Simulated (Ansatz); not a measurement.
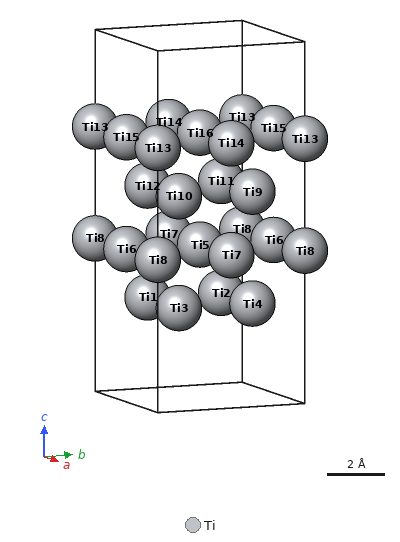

Figure 1. The starting structure (spheres-only view of the cell of the calculation, with the vacuum cut short, seen slightly off an axis; atoms are numbered from 1 in the order of the input). An atom can appear more than once, as a periodic image.

# Geometry relaxation of Ti (part 1 of 3)

Ti (slab, 16 atoms in the cell), computed with DFT PBE+D3(BJ), scalar-relativistic, plane waves, PAW, no spin polarisation (Ansatz 0.2.0).

The structure derives from an entry of the Crystallography Open Database. The input holds or restrains some coordinates. Forces given for the steps count only the free coordinates. It belongs to a series of runs on one base structure; here: clean slab, lower half held. Figures and captions count atoms from 1; the log counts them from 0 in places.

### The input
```yaml
crystal:
  lattice:
    - [5.7102790035, 0.0, 0.0]
    - [0.0, 5.7102790035, 0.0]
    - [0.0, 0.0, 23.0566655087]
  atoms:
    - { symbol: Ti, position: [0.25, 0.25, 0.3686569507] }
    - { symbol: Ti, position: [0.25, 0.75, 0.3686569507] }
    - { symbol: Ti, position: [0.75, 0.25, 0.3686569507] }
    - { symbol: Ti, position: [0.75, 0.75, 0.3686569507] }
    - { symbol: Ti, position: [0.5, 0.5, 0.4562189836] }
    - { symbol: Ti, position: [0.5, 0.0, 0.4562189836] }
    - { symbol: Ti, position: [0.0, 0.5, 0.4562189836] }
    - { symbol: Ti, position: [0.0, 0.0, 0.4562189836] }
    - { symbol: Ti, position: [0.75, 0.75, 0.5437810164] }
    - { symbol: Ti, position: [0.75, 0.25, 0.5437810164] }
    - { symbol: Ti, position: [0.25, 0.75, 0.5437810164] }
    - { symbol: Ti, position: [0.25, 0.25, 0.5437810164] }
    - { symbol: Ti, position: [0.0, 0.0, 0.6313430493] }
    - { symbol: Ti, position: [0.0, 0.5, 0.6313430493] }
    - { symbol: Ti, position: [0.5, 0.0, 0.6313430493] }
    - { symbol: Ti, position: [0.5, 0.5, 0.6313430493] }
basis:
  ecutwfc: 420
kpoints:
  mp_grid: { grid: [5, 5, 1] }
hamiltonian:
  xc: pbe
  dispersion: d3bj
scf:
  occupations: { method: gaussian, width: 0.1 }
output:
  forces: true
  eigenvalues: true
  write_density: true
  write_potential: true
  elf: true
  volumetric_format: npy
relax:
  adjacent_minimum: "off"
  f_tol: 0.03
  max_steps: 70
  constraints: [{ sites: [0, 1, 2, 3, 4, 5, 6, 7] }]
efield:
  axis: 3
  dipole_correction: true
  ramp_width: 0.04
```

Run as:
```bash
ansatz run input.yaml --threads 4 --pin off --max-ram 10240MiB --backend cpu --events-out ev --progress --plain --runs-dir out
```

### Output
```
Engine: ansatz 0.2.0, x86_64-unknown-linux-gnu
Pseudopotentials: kind: paw
Pseudopotential: Ti, paw, valence charge 12, recommended cutoff 420 eV (normal), Ti.paw.azcp
Functional definition: PBE
  parameter kappa = 0.804
  parameter beta = 0.06672455060314922
  exchange = pbe_x(kappa = kappa, mu = beta*pi^2/3)
  correlation = pbe_c(beta = beta)
Crystal: 16 atoms, lattice volume = 751.815 Å³
Basis set: ecut = 420 eV, 14753 PW (Γ), exchange–correlation on 80×80×320 points (8 copies of the dense FFT grid, shifted against one another)
Bands: 116, of which v1, the nominal top of the filled ones, is band 96 counted from 1 (95 counted from 0)
Symmetry: 32 space group operations
k-points: 6 of 25
Non-local potential: Ti, projectors of the file, l = 0: 3, l = 1: 2, l = 2: 3, l = 3: 1
PAW form: soft (Blöchl's): semilocal exchange-correlation on the pseudo side does not see the compensation charge
PAW one-centre angular grid: Ti, 590 points (default); XC on 64 Gauss nodes
Initial density: superposition of atomic densities (neutral atoms: chi_scale 0, normalization atom), corrected by the library's trained network
Initial wavefunctions: pseudopotential atomic-orbital guess
Functional: x = pbe(κ = 0.804, μ = 0.2195149727645171), c = pbe(β = 0.06672455060314922)
SCF iter   1: F=—  HF=-39993.970152 eV  |F-HF|=—  |Δ(HF+E_count)|=         —  Δρ=2.62e-3  dr2=1.31e-1  ethr=1.77e-3  p=-0.000 e·Å  D=-1.18e-14 V/Å  ΔV_dip=0.00 eV  dr2_dipole=6.48e-7  V_vac-E_F(+/−)=3.79/3.79 eV  ⟨swp⟩=9.5  Hψ=3234  notcnv=0
efield: sawtooth ramp at fractional position 0.9800 (placed from the atoms, in the widest stretch of the axis that holds none; the zero of the levels goes with the place), width 0.0400; the density the first Hamiltonian is built on has a dipole p = -0.000 e·Å; the dipole correction subtracts the counter field D = -1.18e-14 V/Å, which shifts the + side's vacuum level by +0.00 eV against the − side's; the planar-averaged density in the ramp window peaks in size at 4.4e-5 e/Å³
preconditioner: auto → LDOS  [metal: Δε(μ)=0.007 eV  Ē_g=2.183 eV  σ=0.100 eV  W_gap=0.04  n_scr=110 (ndim 8)  ℏωp=10.8 eV  f_vac=0.560  D(μ)=42.28/eV (n_scr^D=398)  β→1.0]
SCF iter   2: F=—  HF=-39993.958410 eV  |F-HF|=—  |Δ(HF+E_count)|=   1.17e-2  Δρ=1.91e-3  dr2=9.67e-2  ethr=6.84e-5  p=-0.000 e·Å  D=-8.57e-6 V/Å  ΔV_dip=0.00 eV  dr2_dipole=6.91e-7  V_vac-E_F(+/−)=4.00/4.00 eV  ⟨swp⟩=3.2  Hψ=1281  notcnv=0  defer=13
SCF iter   3: F=—  HF=-39993.962547 eV  |F-HF|=—  |Δ(HF+E_count)|=   4.14e-3  Δρ=4.50e-4  dr2=7.06e-3  ethr=5.04e-5  p=-0.000 e·Å  D=-5.20e-6 V/Å  ΔV_dip=0.00 eV  dr2_dipole=1.35e-7  V_vac-E_F(+/−)=4.01/4.01 eV  ⟨swp⟩=2.0  Hψ=855  notcnv=0  defer=13
SCF iter   4: F=—  HF=-39993.962335 eV  |F-HF|=—  |Δ(HF+E_count)|=   2.12e-4  Δρ=2.41e-4  dr2=9.01e-4  ethr=3.68e-6  p=-0.000 e·Å  D=-4.49e-6 V/Å  ΔV_dip=0.00 eV  dr2_dipole=8.69e-8  V_vac-E_F(+/−)=4.05/4.05 eV  ⟨swp⟩=2.3  Hψ=862  notcnv=0  defer=13
SCF iter   5: F=—  HF=-39993.962384 eV  |F-HF|=—  |Δ(HF+E_count)|=   4.91e-5  Δρ=6.85e-5  dr2=1.20e-4  ethr=4.69e-7  p=-0.000 e·Å  D=-2.93e-6 V/Å  ΔV_dip=0.00 eV  dr2_dipole=2.43e-8  V_vac-E_F(+/−)=4.07/4.07 eV  ⟨swp⟩=2.7  Hψ=1216  notcnv=0  defer=9
SCF iter   6: F=—  HF=-39993.962438 eV  |F-HF|=—  |Δ(HF+E_count)|=   5.38e-5  Δρ=3.69e-5  dr2=3.60e-5  ethr=6.27e-8  p=-0.000 e·Å  D=-1.55e-6 V/Å  ΔV_dip=0.00 eV  dr2_dipole=5.06e-9  V_vac-E_F(+/−)=4.07/4.07 eV  ⟨swp⟩=2.3  Hψ=850  notcnv=0  defer=9
SCF iter   7: F=-39993.962456 eV  HF=-39993.962461 eV  |F-HF|=5.08e-6  |Δ(HF+E_count)|=   2.33e-5  Δρ=2.43e-5  dr2=9.67e-6  ethr=1.17e-8  p=-0.000 e·Å  D=-5.78e-7 V/Å  ΔV_dip=0.00 eV  dr2_dipole=9.70e-11  V_vac-E_F(+/−)=4.08/4.08 eV  ⟨swp⟩=24.3  Hψ=7158  notcnv=0
SCF 1 converged in 7 iterations: F = -39993.962456 eV  dr2 = 9.67e-6
  greatest PAW one-centre occupation: 0.999 electrons in one spin orbital (limit 2), on the Ti atom at site 11 (counted from 0), in its partial waves of l = 0
relax step   1: F+E_penalty+E_count = -39993.96245602 eV  Δ(F+E_penalty+E_count) = +0.000e0 eV  max|allowed force component| = 6.635e-1 eV/Å  Δτ_max = 0.0000 Å  (7 SCF iters, dr2 threshold 2.25e-5 eV, accepted)
Initial density: handed on by an earlier stage of this run
Initial wavefunctions: those handed on with the density
SCF iter   1: F=—  HF=-39994.585238 eV  |F-HF|=—  |Δ(HF+E_count)|=         —  Δρ=1.58e-2  dr2=2.00e1  ethr=3.10e-3  p=0.000 e·Å  D=1.08e-6 V/Å  ΔV_dip=-0.00 eV  dr2_dipole=4.62e0  V_vac-E_F(+/−)=4.08/4.08 eV  ⟨swp⟩=4.2  Hψ=1637  notcnv=0  defer=5
efield: sawtooth ramp at fractional position 0.9800 (handed on by an earlier solve), width 0.0400; the density the first Hamiltonian is built on has a dipole p = 0.000 e·Å; the dipole correction subtracts the counter field D = 1.08e-6 V/Å, which shifts the + side's vacuum level by -0.00 eV against the − side's; the planar-averaged density in the ramp window peaks in size at 6.1e-6 e/Å³
preconditioner: auto → LDOS  [metal: Δε(μ)=0.023 eV  Ē_g=2.237 eV  σ=0.100 eV  W_gap=0.13  n_scr=110 (ndim 8)  ℏωp=10.8 eV  f_vac=0.560  D(μ)=40.66/eV (n_scr^D=382)  β→1.0]
SCF iter   2: F=—  HF=-39994.067538 eV  |F-HF|=—  |Δ(HF+E_count)|=   5.18e-1  Δρ=6.32e-3  dr2=1.01e0  ethr=3.10e-3  p=-0.024 e·Å  D=-5.67e-3 V/Å  ΔV_dip=0.13 eV  dr2_dipole=1.76e-1  V_vac-E_F(+/−)=4.18/4.05 eV  ⟨swp⟩=2.0  Hψ=1074  notcnv=0  defer=34
SCF iter   3: F=—  HF=-39994.108490 eV  |F-HF|=—  |Δ(HF+E_count)|=   4.10e-2  Δρ=4.06e-3  dr2=3.05e-1  ethr=5.25e-4  p=-0.020 e·Å  D=-4.77e-3 V/Å  ΔV_dip=0.11 eV  dr2_dipole=1.97e-2  V_vac-E_F(+/−)=4.18/4.07 eV  ⟨swp⟩=2.3  Hψ=1212  notcnv=0  defer=36
SCF iter   4: F=—  HF=-39994.042091 eV  |F-HF|=—  |Δ(HF+E_count)|=   6.64e-2  Δρ=1.09e-3  dr2=1.76e-2  ethr=1.59e-4  p=-0.016 e·Å  D=-3.80e-3 V/Å  ΔV_dip=0.09 eV  dr2_dipole=4.33e-8  V_vac-E_F(+/−)=4.16/4.08 eV  ⟨swp⟩=2.3  Hψ=1207  notcnv=0  defer=36
SCF iter   5: F=—  HF=-39994.043294 eV  |F-HF|=—  |Δ(HF+E_count)|=   1.20e-3  Δρ=3.67e-4  dr2=2.89e-3  ethr=9.18e-6  p=-0.010 e·Å  D=-2.31e-3 V/Å  ΔV_dip=0.05 eV  dr2_dipole=5.52e-5  V_vac-E_F(+/−)=4.14/4.09 eV  ⟨swp⟩=2.8  Hψ=921  notcnv=0  defer=36
SCF iter   6: F=—  HF=-39994.043546 eV  |F-HF|=—  |Δ(HF+E_count)|=   2.52e-4  Δρ=1.21e-4  dr2=1.47e-4  ethr=1.50e-6  p=-0.006 e·Å  D=-1.44e-3 V/Å  ΔV_dip=0.03 eV  dr2_dipole=4.39e-5  V_vac-E_F(+/−)=4.13/4.10 eV  ⟨swp⟩=2.0  Hψ=923  notcnv=0  defer=36
SCF iter   7: F=—  HF=-39994.043735 eV  |F-HF|=—  |Δ(HF+E_count)|=   1.89e-4  Δρ=5.82e-5  dr2=1.72e-4  ethr=7.68e-8  p=-0.003 e·Å  D=-7.74e-4 V/Å  ΔV_dip=0.02 eV  dr2_dipole=4.47e-5  V_vac-E_F(+/−)=4.13/4.11 eV  ⟨swp⟩=3.5  Hψ=1258  notcnv=0  defer=36
SCF iter   8: F=-39994.043746 eV  HF=-39994.043752 eV  |F-HF|=5.84e-6  |Δ(HF+E_count)|=   1.64e-5  Δρ=2.16e-5  dr2=1.09e-5  ethr=1.43e-8  p=-0.002 e·Å  D=-4.95e-4 V/Å  ΔV_dip=0.01 eV  dr2_dipole=5.36e-7  V_vac-E_F(+/−)=4.12/4.11 eV  ⟨swp⟩=23.2  Hψ=6591  notcnv=0
SCF 2 converged in 8 iterations: F = -39994.043746 eV  dr2 = 1.09e-5
relax step   2: F+E_penalty+E_count = -39994.04374592 eV  Δ(F+E_penalty+E_count) = -8.129e-2 eV  max|allowed force component| = 4.128e-1 eV/Å  Δτ_max = 0.1287 Å  (8 SCF iters, dr2 threshold 2.75e-5 eV, accepted)
iter 1 solved again at ethr=1.24e-3 eV; its pass at ethr=3.10e-3 eV (dr2=2.39e0 eV) is discarded
SCF iter   1: F=—  HF=-39994.209069 eV  |F-HF|=—  |Δ(HF+E_count)|=         —  Δρ=7.41e-3  dr2=2.98e0  ethr=1.24e-3  p=-0.002 e·Å  D=-4.96e-4 V/Å  ΔV_dip=0.01 eV  dr2_dipole=2.99e-1  V_vac-E_F(+/−)=4.12/4.10 eV  ⟨swp⟩=1.0  Hψ=2057  notcnv=0  defer=27
efield: sawtooth ramp at fractional position 0.9800 (handed on by an earlier solve), width 0.0400; the density the first Hamiltonian is built on has a dipole p = -0.002 e·Å; the dipole correction subtracts the counter field D = -4.96e-4 V/Å, which shifts the + side's vacuum level by +0.01 eV against the − side's; the planar-averaged density in the ramp window peaks in size at 3.3e-6 e/Å³
preconditioner: auto → LDOS  [metal: Δε(μ)=0.035 eV  Ē_g=2.206 eV  σ=0.100 eV  W_gap=0.19  n_scr=110 (ndim 8)  ℏωp=10.8 eV  f_vac=0.556  D(μ)=38.62/eV (n_scr^D=346)  β→1.0]
SCF iter   2: F=—  HF=-39994.109609 eV  |F-HF|=—  |Δ(HF+E_count)|=   9.95e-2  Δρ=2.77e-3  dr2=6.30e-1  ethr=1.24e-3  p=-0.018 e·Å  D=-4.32e-3 V/Å  ΔV_dip=0.10 eV  dr2_dipole=2.83e-1  V_vac-E_F(+/−)=4.22/4.12 eV  ⟨swp⟩=2.7  Hψ=864  notcnv=0  defer=27
SCF iter   3: F=—  HF=-39994.109688 eV  |F-HF|=—  |Δ(HF+E_count)|=   7.91e-5  Δρ=7.42e-4  dr2=1.55e-2  ethr=3.28e-4  p=-0.006 e·Å  D=-1.37e-3 V/Å  ΔV_dip=0.03 eV  dr2_dipole=4.27e-4  V_vac-E_F(+/−)=4.15/4.12 eV  ⟨swp⟩=2.0  Hψ=804  notcnv=0  defer=32
SCF iter   4: F=—  HF=-39994.108985 eV  |F-HF|=—  |Δ(HF+E_count)|=   7.03e-4  Δρ=3.13e-4  dr2=1.39e-3  ethr=8.09e-6  p=-0.006 e·Å  D=-1.37e-3 V/Å  ΔV_dip=0.03 eV  dr2_dipole=2.05e-4  V_vac-E_F(+/−)=4.15/4.12 eV  ⟨swp⟩=2.8  Hψ=982  notcnv=0  defer=32
SCF iter   5: F=—  HF=-39994.108297 eV  |F-HF|=—  |Δ(HF+E_count)|=   6.87e-4  Δρ=1.01e-4  dr2=3.45e-4  ethr=7.24e-7  p=-0.004 e·Å  D=-1.05e-3 V/Å  ΔV_dip=0.02 eV  dr2_dipole=8.33e-5  V_vac-E_F(+/−)=4.14/4.12 eV  ⟨swp⟩=2.0  Hψ=1009  notcnv=0  defer=37
SCF iter   6: F=—  HF=-39994.108337 eV  |F-HF|=—  |Δ(HF+E_count)|=   3.92e-5  Δρ=4.58e-5  dr2=2.73e-5  ethr=1.80e-7  p=-0.003 e·Å  D=-8.30e-4 V/Å  ΔV_dip=0.02 eV  dr2_dipole=3.09e-6  V_vac-E_F(+/−)=4.14/4.12 eV  ⟨swp⟩=2.0  Hψ=849  notcnv=0  defer=37
SCF iter   7: F=-39994.108344 eV  HF=-39994.108343 eV  |F-HF|=5.99e-7  |Δ(HF+E_count)|=   6.70e-6  Δρ=1.86e-5  dr2=5.94e-6  ethr=5.55e-9  p=-0.003 e·Å  D=-7.04e-4 V/Å  ΔV_dip=0.02 eV  dr2_dipole=1.47e-8  V_vac-E_F(+/−)=4.13/4.12 eV  ⟨swp⟩=23.2  Hψ=7216  notcnv=0
SCF 3 converged in 7 iterations: F = -39994.108344 eV  dr2 = 5.94e-6
relax step   3: F+E_penalty+E_count = -39994.10834384 eV  Δ(F+E_penalty+E_count) = -6.460e-2 eV  max|allowed force component| = 4.744e-2 eV/Å  Δτ_max = 0.0774 Å  (7 SCF iters, dr2 threshold 1.06e-5 eV, accepted)
SCF iter   1: F=—  HF=-39994.110787 eV  |F-HF|=—  |Δ(HF+E_count)|=         —  Δρ=7.59e-4  dr2=5.86e-2  ethr=1.02e-4  p=-0.003 e·Å  D=-7.04e-4 V/Å  ΔV_dip=0.02 eV  dr2_dipole=1.83e-2  V_vac-E_F(+/−)=4.13/4.12 eV  ⟨swp⟩=1.8  Hψ=932  notcnv=0  defer=3
efield: sawtooth ramp at fractional position 0.9800 (handed on by an earlier solve), width 0.0400; the density the first Hamiltonian is built on has a dipole p = -0.003 e·Å; the dipole correction subtracts the counter field D = -7.04e-4 V/Å, which shifts the + side's vacuum level by +0.02 eV against the − side's; the planar-averaged density in the ramp window peaks in size at 3.1e-6 e/Å³
preconditioner: auto → LDOS  [metal: Δε(μ)=0.042 eV  Ē_g=2.208 eV  σ=0.100 eV  W_gap=0.22  n_scr=110 (ndim 8)  ℏωp=10.8 eV  f_vac=0.556  D(μ)=39.26/eV (n_scr^D=346)  β→1.0]
SCF iter   2: F=—  HF=-39994.109762 eV  |F-HF|=—  |Δ(HF+E_count)|=   1.02e-3  Δρ=2.37e-4  dr2=1.04e-3  ethr=3.05e-5  p=-0.002 e·Å  D=-4.20e-4 V/Å  ΔV_dip=0.01 eV  dr2_dipole=1.47e-4  V_vac-E_F(+/−)=4.13/4.12 eV  ⟨swp⟩=1.0  Hψ=804  notcnv=0  defer=4
SCF iter   3: F=—  HF=-39994.109894 eV  |F-HF|=—  |Δ(HF+E_count)|=   1.33e-4  Δρ=1.37e-4  dr2=3.63e-4  ethr=5.39e-7  p=-0.002 e·Å  D=-4.11e-4 V/Å  ΔV_dip=0.01 eV  dr2_dipole=1.37e-5  V_vac-E_F(+/−)=4.13/4.12 eV  ⟨swp⟩=2.5  Hψ=1147  notcnv=0  defer=4
SCF iter   4: F=—  HF=-39994.109810 eV  |F-HF|=—  |Δ(HF+E_count)|=   8.44e-5  Δρ=4.14e-5  dr2=2.58e-5  ethr=1.89e-7  p=-0.002 e·Å  D=-4.49e-4 V/Å  ΔV_dip=0.01 eV  dr2_dipole=7.64e-7  V_vac-E_F(+/−)=4.13/4.12 eV  ⟨swp⟩=2.0  Hψ=1118  notcnv=0  defer=4
SCF iter   5: F=—  HF=-39994.109169 eV  |F-HF|=—  |Δ(HF+E_count)|=   6.40e-4  Δρ=1.40e-5  dr2=3.56e-6  ethr=1.34e-8  p=-0.002 e·Å  D=-4.75e-4 V/Å  ΔV_dip=0.01 eV  dr2_dipole=7.70e-8  V_vac-E_F(+/−)=4.13/4.12 eV  ⟨swp⟩=2.8  Hψ=1014  notcnv=0  defer=4
SCF iter   6: F=—  HF=-39994.109171 eV  |F-HF|=—  |Δ(HF+E_count)|=   1.90e-6  Δρ=5.13e-6  dr2=2.50e-7  ethr=1.85e-9  p=-0.002 e·Å  D=-4.95e-4 V/Å  ΔV_dip=0.01 eV  dr2_dipole=6.54e-8  V_vac-E_F(+/−)=4.13/4.12 eV  ⟨swp⟩=2.0  Hψ=927  notcnv=0  defer=4
SCF iter   7: F=—  HF=-39994.109172 eV  |F-HF|=—  |Δ(HF+E_count)|=   2.80e-7  Δρ=2.04e-6  dr2=1.30e-7  ethr=5.21e-11  p=-0.002 e·Å  D=-5.04e-4 V/Å  ΔV_dip=0.01 eV  dr2_dipole=3.62e-8  V_vac-E_F(+/−)=4.13/4.12 eV  ⟨swp⟩=18.3  Hψ=5370  notcnv=0
SCF iter   8: F=-39994.109172 eV  HF=-39994.109172 eV  |F-HF|=6.63e-8  |Δ(HF+E_count)|=   5.19e-8  Δρ=1.34e-6  dr2=6.28e-8  ethr=5.21e-11  p=-0.002 e·Å  D=-5.06e-4 V/Å  ΔV_dip=0.01 eV  dr2_dipole=1.98e-8  V_vac-E_F(+/−)=4.13/4.12 eV  ⟨swp⟩=10.5  Hψ=4224  notcnv=0
SCF 4 converged in 8 iterations: F = -39994.109172 eV  dr2 = 6.28e-8
relax step   4: F+E_penalty+E_count = -39994.10917166 eV  Δ(F+E_penalty+E_count) = -8.278e-4 eV  max|allowed force component| = 7.012e-3 eV/Å  Δτ_max = 0.0058 Å  (8 SCF iters, accepted)
```

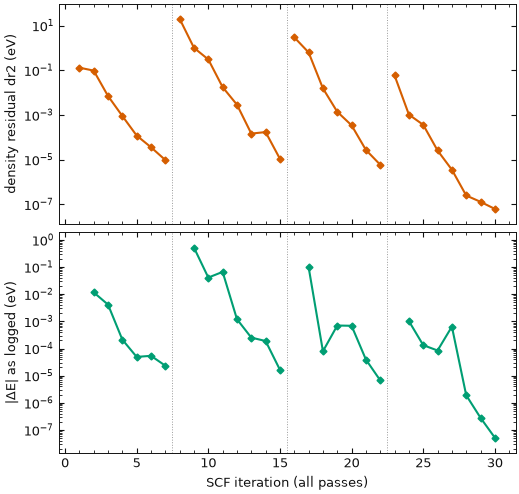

Figure 2. Convergence of the self-consistent field: density residual dr2 and size of the energy change against the SCF iteration. The dotted lines part the SCF passes of the relaxation: geometry steps, rejected trials and re-solves on a re-selected basis. The passes take 7, 8, 7 and 8 iterations.

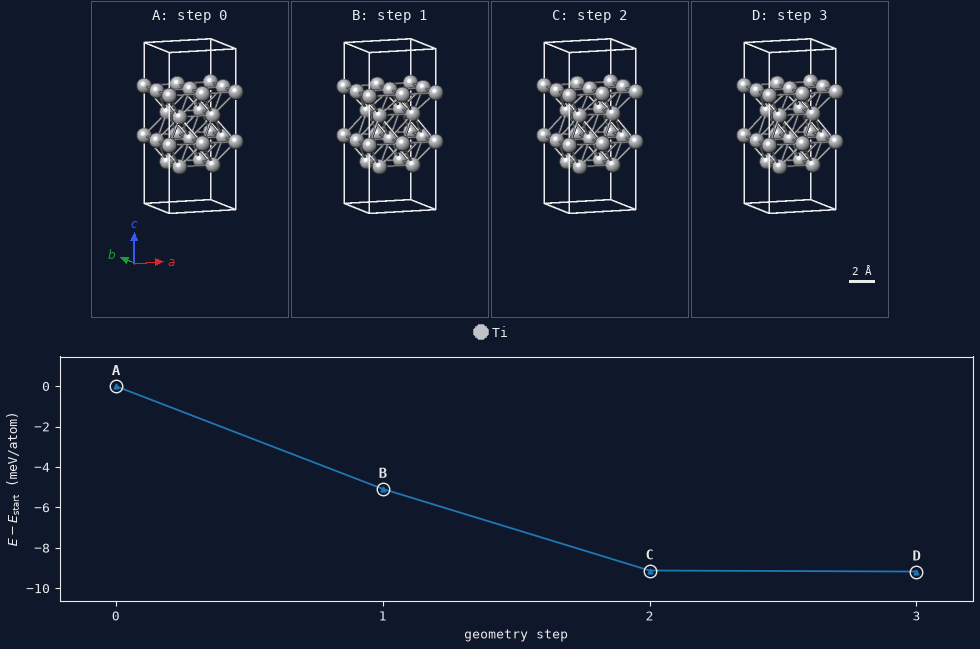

Figure 3. Frames of the restrained relaxation (ball-and-stick view of the cell of the calculation, with the vacuum cut short, seen slightly off an axis) above the curves, on which the letters mark them (the first geometry is step 0 here and step 1 in the log).

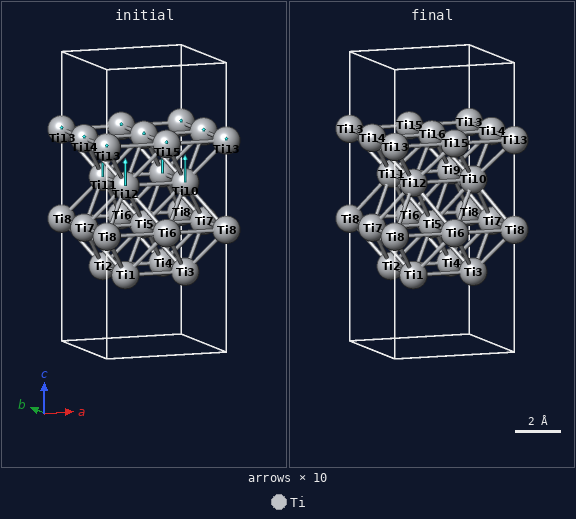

Figure 4. Before (left) and after (right) the restrained relaxation, at one scale (ball-and-stick view of the cell of the calculation, with the vacuum cut short, seen slightly off an axis). The teal arrows give the displacements, magnified 10 times. The largest moves, 0.13 Å, are those of Ti9, Ti10, Ti11 and Ti12. The cell stays as it was. Distances before and after: Ti5–Ti10 2.855 → 2.947 Å, Ti10–Ti13 2.855 → 2.779 Å. Over 3 geometry steps the energy falls by 9.2 meV per atom. The largest force component goes from 0.66 to 0.007 eV/Å. (Atoms are counted from 1 in the order of the input.)
